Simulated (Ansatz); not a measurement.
## Geometry relaxation, with input and output: CoSi3 (part 2 of 2)

CoSi3 (Pm-3n, 8 atoms in the cell); DFT PBE, scalar-relativistic, plane waves, PAW, no spin polarisation (Ansatz 0.2.0); cutoff 420 eV, 4×4×4 k-mesh, Gaussian smearing of 0.1 eV. The structure was made by swapping elements on the sites of another compound; it need not be a known phase. It belongs to a series of runs on one base structure; here: A15 type (Pm-3n, No. 223).

Geometry of the input (Å; fractional positions):
```
4.8400  0.0000  0.0000
0.0000  4.8400  0.0000
0.0000  0.0000  4.8400
Co 0.0000  0.0000  0.0000
Co 0.5000  0.5000  0.5000
Si 0.0000  0.5000  0.2500
Si 0.0000  0.5000  0.7500
Si 0.2500  0.0000  0.5000
Si 0.7500  0.0000  0.5000
Si 0.5000  0.7500  0.0000
Si 0.5000  0.2500  0.0000
```

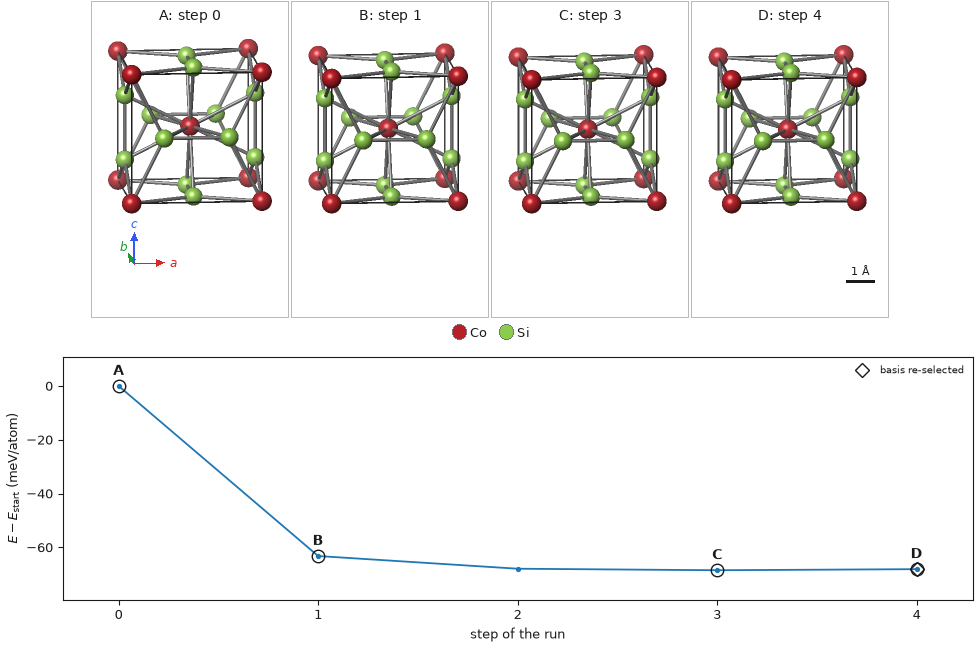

Fig. 1: Frames of the relaxation (ball-and-stick view of the cell of the calculation, seen at an oblique angle) above the curves, on which the letters mark them (the first geometry is step 0 here and step 1 in the log).

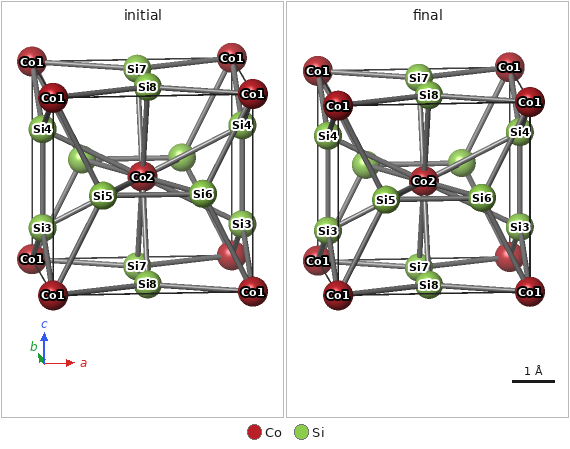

Fig. 2: Before (left) and after (right) the relaxation, at one scale (ball-and-stick view of the cell of the calculation, seen at an oblique angle). The energy falls by 68.5 meV per atom in 3 geometry steps. All forces vanish by symmetry, so only the cell relaxes. The pressure goes from −11.74 to −0.02 GPa. The atoms keep their places relative to the cell (all moves are under 0.005 Å). Cell: a = b = c 4.840 → 4.647 Å (−4.0 %). Volume −11.5 %. Distances before and after: Co1–Si3 2.706 → 2.598 Å, Si3–Si4 2.420 → 2.323 Å. The space group stays Pm-3n (No. 223). A last SCF at the same geometry on a re-selected plane-wave basis shifts the energy by +0.4 meV per atom. (Atoms are counted from 1 in the order of the input.)

```
basis re-selected at this cell: Δ(F+E_penalty+E_count) = +3.189e-3 eV, ΔP = -0.012 GPa vs the last step (what re-selecting the basis moved, of the pressure what is left beyond the Pulay correction that the steps carried, after the strain that the cell walked since its last selection, with what the two solves' SCF thresholds leave and, on support functions, any second-order correction that the steps lacked; it is no measure of the basis error at this ecutwfc). The dense FFT grid was sized anew with the basis: this SCF ran on 32×32×32 points, the steps before it on 36×36×36, so part of this shift can come from that change (see relax.cell in the input reference). This SCF's stress stands 1.63e-2 GPa from its target on what of the cell is left free (relax.cell.stress_tol is 4.00e-1 GPa) and its largest allowed force component is 1.20e-16 eV/Å (relax.f_tol is 4.00e-2 eV/Å): within both
SCF converged after 6 iterations
Free energy (F): -14065.558403 eV
Harris-Foulkes:  -14065.558403 eV  (|F-HF|=2.91e-11)
Internal energy: -14065.544162 eV  (E = F + TS)
E sigma→0 (E₀):  -14065.551283 eV
Entropy (-TS):   -0.014241 eV (-1.780 meV/atom)
Fermi energy:    13.786293 eV
--- Per-component energies (eV) ---
  E_band       = -480.930870
  E_kinetic    = 1166.980012
  E_local      = -8238.121820  (includes V_loc(G=0)·N_el)
  E_nonlocal   = 1066.370491
  E_hartree    = 3612.257761
  E_xc         = -657.755992
  E_vxc        = -702.530299  (∫ρ·V_xc dr)
  E_paw        = -6109.168922  (= ΣΔE_a)
  E_vpaw       = -998.144415  (= ΣTr[D̂ρ^β])
  E_aug_tail   = 0.000258  (compensation charges beyond the density's cutoff)
  E_ewald      = -4906.105950
  E_smearing   = -0.014241  (= −TS)
  E_closure    = 0.000000  (closes the sum)
  Σ components = -14065.558403   (vs F -14065.558403, Δ=0.00e0)
--- Forces (eV/Å), atoms counted from 1 ---
  atom   1  Co    -0.00000000    -0.00000000    -0.00000000
  atom   2  Co     0.00000000     0.00000000    -0.00000000
  atom   3  Si    -0.00000000     0.00000000    -0.00000000
  atom   4  Si     0.00000000     0.00000000     0.00000000
  atom   5  Si     0.00000000     0.00000000     0.00000000
  atom   6  Si    -0.00000000    -0.00000000    -0.00000000
  atom   7  Si     0.00000000     0.00000000     0.00000000
  atom   8  Si    -0.00000000     0.00000000    -0.00000000
  max |Σ_I F_I| component: 4.16e-17 eV/Å
--- Stress (GPa, compression-positive) ---
       -0.016272       0.000000      -0.000000
        0.000000      -0.016272      -0.000000
       -0.000000      -0.000000      -0.016272
  P = ⅓ Tr σ = -0.0163 GPa (-0.163 kbar)
--- Band table (eV; the first three rows and the last of 10) ---
  k-point 0: bands = ["-81.2768", "-81.2768", "-44.5923", "-44.5923", "-44.5923", "-44.5917", "-44.5917", "-44.5917", "-0.9402", "4.0469", "4.0469", "6.1851", "6.1851", "6.1851", "8.0000", "8.9271", "8.9271", "10.0422", "10.0422", "10.0422", "11.7327", "11.7327", "11.7327", "11.8879", "11.8879", "11.8879", "13.0384", "13.0384", "13.4273", "13.4273", "13.4273", "13.4405", "13.4405", "15.7830", "15.7830", "15.7830", "17.8071"]
  k-point 1: bands = ["-81.2768", "-81.2768", "-44.5922", "-44.5922", "-44.5922", "-44.5918", "-44.5918", "-44.5918", "-0.5263", "2.5466", "4.4411", "6.5125", "6.5125", "6.8215", "7.4260", "8.9115", "8.9115", "8.9504", "9.5759", "10.2746", "11.3200", "11.4800", "11.8353", "11.8353", "12.7258", "12.7399", "12.7399", "13.0330", "13.0570", "13.0570", "13.1529", "14.7504", "14.7926", "15.8907", "16.8781", "16.9042", "16.9042"]
  k-point 2: bands = ["-81.2768", "-81.2768", "-44.5921", "-44.5921", "-44.5920", "-44.5920", "-44.5920", "-44.5920", "0.6848", "0.6848", "5.6007", "5.6007", "7.4016", "7.4016", "7.5374", "7.5374", "8.0669", "8.0669", "10.6215", "10.6215", "10.8646", "10.8646", "12.1597", "12.1597", "12.1766", "12.1766", "12.9448", "12.9448", "14.5886", "14.5886", "14.8862", "14.8862", "14.9291", "14.9291", "16.1001", "16.1001", "16.3256"]
  k-point 9: bands = ["-81.2768", "-81.2768", "-44.5920", "-44.5920", "-44.5920", "-44.5920", "-44.5920", "-44.5920", "3.4720", "3.4720", "3.4720", "3.4720", "3.4720", "3.4720", "6.2543", "6.2543", "11.1426", "11.1426", "11.1426", "11.1426", "11.7479", "11.7479", "11.7479", "11.7479", "11.7479", "11.7479", "16.1819", "16.1819", "16.1819", "16.1819", "16.1819", "16.1819", "16.5832", "16.5832", "16.5832", "16.5832", "16.5832"]
--- Relaxed structure (4 steps of the walk, 4 accepted, 1 SCFs on fresh bases) ---
  F+E_penalty+E_count = -14065.55840340 eV   max|allowed force component| = 1.200e-16 eV/Å   (the final SCF, on the basis selected at the relaxed cell)
  cell:  # Å, volume = 100.3360 Å³
    - [4.6467812489149996, 5.133932394071313e-34, 2.5679065925163143e-34]
    - [7.701838986587627e-34, 4.6467812489149996, 1.2839532962581572e-34]
    - [5.135813185032629e-34, 1.2839532962581572e-34, 4.6467812489149996]
  atoms:
    - { symbol: Co, position: [-4.994682654781425e-35, -1.8237845378454998e-35, 2.6735023338871533e-35] }
    - { symbol: Co, position: [0.5, 0.5, 0.5] }
    - { symbol: Si, position: [-4.165689683033469e-35, 0.5, 0.25] }
    - { symbol: Si, position: [-1.5129121734400165e-35, 0.5, 0.75] }
    - { symbol: Si, position: [0.25, 1.0611110038373816e-34, 0.5] }
    - { symbol: Si, position: [0.75, -7.958332528780363e-35, 0.5] }
    - { symbol: Si, position: [0.5, 0.75, 3.6682938999846994e-35] }
    - { symbol: Si, position: [0.5, 0.25, 2.3419051451879718e-35] }
```

**Trajectory as extended XYZ (Å, eV, eV/Å), 5 frames, from step=1 to step=5**
```
8
Lattice="4.8400 0.0000 0.0000 0.0000 4.8400 0.0000 0.0000 0.0000 4.8400" Properties=species:S:1:pos:R:3:forces:R:3 step=1 energy=-14065.01361 pressure_GPa=-11.74
Co    0.0000    0.0000    0.0000    0.0000   0.0000   0.0000
Co    2.4200    2.4200    2.4200    0.0000   0.0000   0.0000
Si    0.0000    2.4200    1.2100    0.0000   0.0000   0.0000
Si    0.0000    2.4200    3.6300    0.0000   0.0000   0.0000
Si    1.2100    0.0000    2.4200    0.0000   0.0000   0.0000
Si    3.6300    0.0000    2.4200    0.0000   0.0000   0.0000
Si    2.4200    3.6300    0.0000    0.0000   0.0000   0.0000
Si    2.4200    1.2100    0.0000    0.0000   0.0000   0.0000
8
Lattice="4.6963 0.0000 0.0000 0.0000 4.6963 0.0000 0.0000 0.0000 4.6963" Properties=species:S:1:pos:R:3:forces:R:3 step=2 energy=-14065.51932 pressure_GPa=-3.93
Co    0.0000    0.0000    0.0000    0.0000   0.0000   0.0000
Co    2.3482    2.3482    2.3482    0.0000   0.0000   0.0000
Si    0.0000    2.3482    1.1741    0.0000   0.0000   0.0000
Si    0.0000    2.3482    3.5223    0.0000   0.0000   0.0000
Si    1.1741    0.0000    2.3482    0.0000   0.0000   0.0000
Si    3.5223    0.0000    2.3482    0.0000   0.0000   0.0000
Si    2.3482    3.5223    0.0000    0.0000   0.0000   0.0000
Si    2.3482    1.1741    0.0000    0.0000   0.0000   0.0000
8
Lattice="4.6303 0.0000 0.0000 0.0000 4.6303 0.0000 0.0000 0.0000 4.6303" Properties=species:S:1:pos:R:3:forces:R:3 step=3 energy=-14065.55710 pressure_GPa=1.47
Co    0.0000    0.0000    0.0000    0.0000   0.0000   0.0000
Co    2.3151    2.3151    2.3151    0.0000   0.0000   0.0000
Si    0.0000    2.3151    1.1576    0.0000   0.0000   0.0000
Si    0.0000    2.3151    3.4727    0.0000   0.0000   0.0000
Si    1.1576    0.0000    2.3151    0.0000   0.0000   0.0000
Si    3.4727    0.0000    2.3151    0.0000   0.0000   0.0000
Si    2.3151    3.4727    0.0000    0.0000   0.0000   0.0000
Si    2.3151    1.1576    0.0000    0.0000   0.0000   0.0000
8
Lattice="4.6468 0.0000 0.0000 0.0000 4.6468 0.0000 0.0000 0.0000 4.6468" Properties=species:S:1:pos:R:3:forces:R:3 step=4 energy=-14065.56159 pressure_GPa=-0.00
Co    0.0000    0.0000    0.0000    0.0000   0.0000   0.0000
Co    2.3234    2.3234    2.3234    0.0000   0.0000   0.0000
Si    0.0000    2.3234    1.1617    0.0000   0.0000   0.0000
Si    0.0000    2.3234    3.4851    0.0000   0.0000   0.0000
Si    1.1617    0.0000    2.3234    0.0000   0.0000   0.0000
Si    3.4851    0.0000    2.3234    0.0000   0.0000   0.0000
Si    2.3234    3.4851    0.0000    0.0000   0.0000   0.0000
Si    2.3234    1.1617    0.0000    0.0000   0.0000   0.0000
8
Lattice="4.6468 0.0000 0.0000 0.0000 4.6468 0.0000 0.0000 0.0000 4.6468" Properties=species:S:1:pos:R:3:forces:R:3 step=5 energy=-14065.55840 pressure_GPa=-0.02
Co    0.0000    0.0000    0.0000    0.0000   0.0000   0.0000
Co    2.3234    2.3234    2.3234    0.0000   0.0000   0.0000
Si    0.0000    2.3234    1.1617    0.0000   0.0000   0.0000
Si    0.0000    2.3234    3.4851    0.0000   0.0000   0.0000
Si    1.1617    0.0000    2.3234    0.0000   0.0000   0.0000
Si    3.4851    0.0000    2.3234    0.0000   0.0000   0.0000
Si    2.3234    3.4851    0.0000    0.0000   0.0000   0.0000
Si    2.3234    1.1617    0.0000    0.0000   0.0000   0.0000
```
